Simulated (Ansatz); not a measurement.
Here is a crystal structure:

```
CELL_PARAMETERS angstrom
3.84535 0.00000 0.00000
0.00000 3.84535 0.00000
0.00000 0.00000 7.32939
ATOMIC_POSITIONS crystal
Ti 0.00000 0.00000 0.00000
Al 0.50000 0.50000 0.00000
Al 0.00000 0.50000 0.25000
Al 0.50000 0.00000 0.25000
Ti 0.50000 0.50000 0.50000
Al 0.00000 0.00000 0.50000
Al 0.50000 0.00000 0.75000
Al 0.00000 0.50000 0.75000
```

**Describe what this structure looks like.**

Chemical formula TiAl$_{3}$. Space group: I4/mmm (No. 139). Lattice: body-centred tetragonal. In the cell are 2 Ti, 6 Al, which makes 2 formula units. Ti is linked to twelve Al in a cuboctahedral arrangement at 2.66 to 2.72 Å. Al is coordinated by eight Al and four Ti in a cuboctahedral arrangement (2.66 to 2.72 Å to Al, 2.66 to 2.72 Å to Ti). The bonds build a three-dimensional framework.

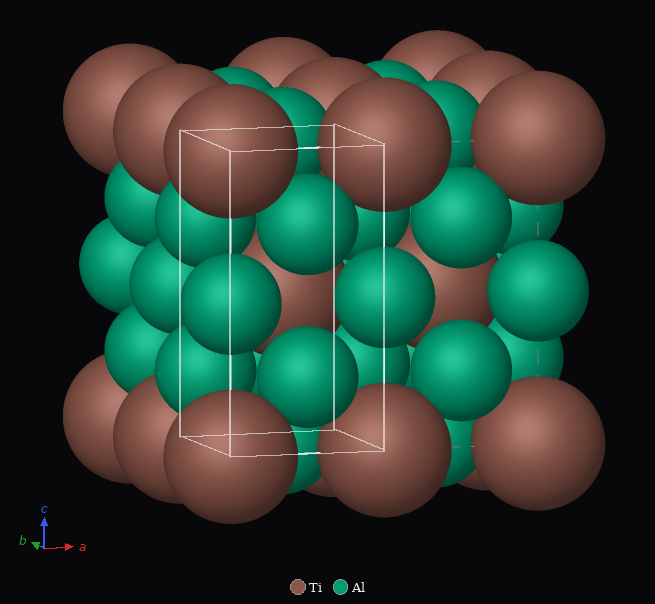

We look at a space-filling model of the crystal slightly off an axis. One conventional unit cell is drawn solid; the view covers 2×2×1 cells. Colours: titanium brown, aluminium teal.

It derives from a structure listed in the Materials Project. The cell was then strained or its atoms displaced on purpose. A calculation with Ansatz used it as input.

At this level of theory the run's own cell isn't at rest (compressed, at 25 GPa), so its distances can differ from those at equilibrium, the more so the softer the solid.
